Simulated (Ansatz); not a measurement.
## Electronic structure of SiC in real space

```xyz
4
Lattice="1.4851 -2.6330 0.0000 0.0000 0.0000 5.0481 -3.0754 -0.0607 0.0000" Properties=species:S:1:pos:R:3 pbc="T T T"
Si   -1.5570   -0.9184    2.5220
Si   -0.0333   -1.7753    5.0461
C    -1.5721   -0.9172    4.4191
C    -0.0182   -1.7765    1.8951
```

Space group P2₁; a structure from a database of computed crystals, not necessarily the ambient phase; started from the database structure prototype, which need not be the ambient phase; changed on purpose from its base cell (shear xy strain +4.0%).

These are results of Ansatz 0.2.0, DFT, HSE06, plane waves, PAW, not measurements.

The density is the valence pseudo-density of a PAW calculation; it isn't the true density close to the nuclei.

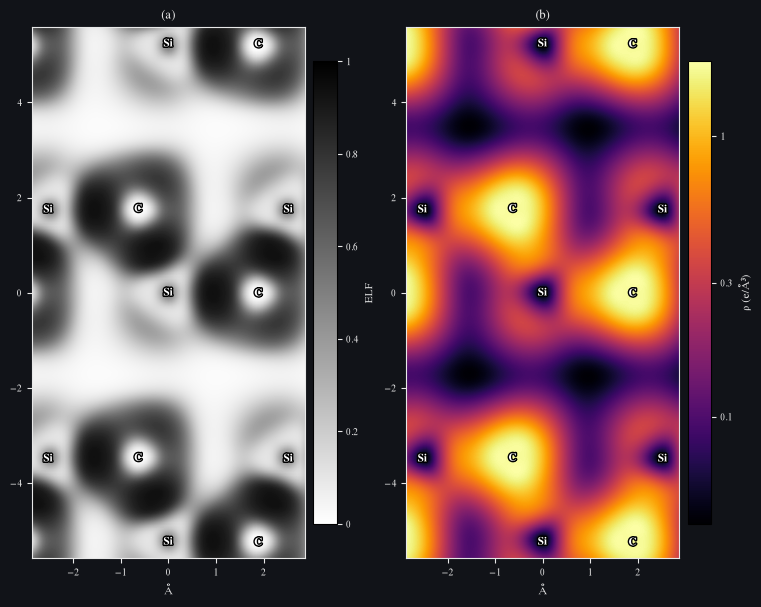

Figure 1. (a) electron localisation function; (b) valence electron density on the (101) plane of the conventional cell.

Read the bonding off the picture.

Answer.
- The section cuts through Si and C sites.
- Si–C (1.87 Å): ρ at the midpoint is about 0.92 e/Å³; the ELF peaks at about 0.95 between the atoms, as expected for a shared electron pair.
- Between the atoms the lowest density in this plane is 0.04 e/Å³.

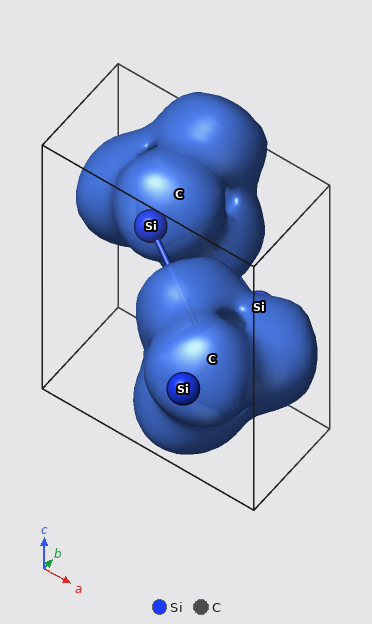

Figure 2. Isosurface of the ELF at 0.7 (blue), seen slightly off an axis. Only the valence region is drawn (cores and ρ < 0.01 e/Å³ removed). Sticks mark near contacts.

Identify the bonds, lone pairs and shells in this picture.

Answer. The ELF exceeds this value in two regions on C in which the atom's valence shell and bonds are merged, counted in one cell of 4 atoms. Regions shared between cells count once.

Does the calculation give a band gap?

Answer. It is gapped, with a Kohn–Sham gap of 3.0 eV on the k-point mesh (the band edges may lie off the mesh, which would make the gap smaller).
